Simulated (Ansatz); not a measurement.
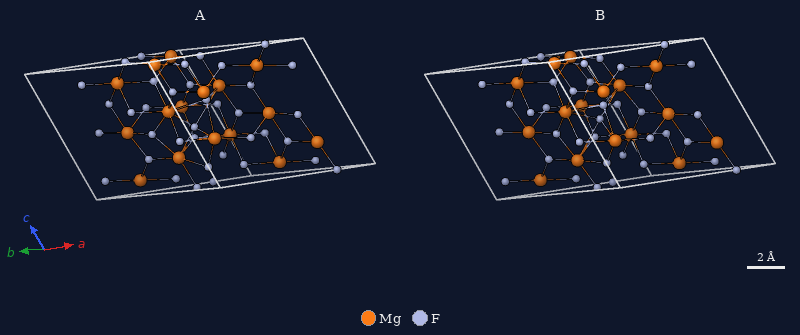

Two geometries of a defect cell of composition Mg$_{16}$F$_{33}$ (cell charge −1), drawn at one scale. One is the start of a relaxation, the other its converged end. A ball-and-stick model of the cell of the calculation (origin shifted), seen from a free direction.

Level of theory: DFT PBE, scalar-relativistic, plane waves, PAW (Ansatz 0.2.0). Set-up: plane-wave cutoff 420 eV; k-point mesh 2 × 2 × 2; occupations gaussian; smearing width 0.01 eV; mesh shifted by (0.5, 0.5, 0.5); no spin polarisation; atoms relaxed in a fixed cell; force threshold 0.025 eV/Å; at most 45 steps.

Question: Which of the two is the end point?

Answer: Structure A is the relaxed one. Case: F interstitial, charge -1, atoms relaxed at the host's cell. After 5 accepted moves (6 points after the start) the energy has fallen by 1.787 eV per cell of the calculation. Largest force component: 3.8 eV/Å at the start, 0.0064 eV/Å at the end. 1 step only repeated the SCF at the same geometry. The largest move is that of an F atom, 0.62 Å along [−2 −1 −1]. Largest moves by element: F 0.62 Å, Mg 0.25 Å. The cell doesn't change. Among the contacts that change: F–Mg 2.623 → 2.051 Å, F–Mg 2.665 → 2.125 Å, F–Mg 2.113 → 2.621 Å, F–Mg 2.300 → 2.002 Å. Among the angles between lasting bonds that change: F–Mg–F 107.7° → 130.4°, F–Mg–F 176.5° → 157.4°, Mg–F–Mg 128.0° → 109.1°.

Limits of the set-up: the cell is charged, on a uniform background, and energies carry no finite-size correction.
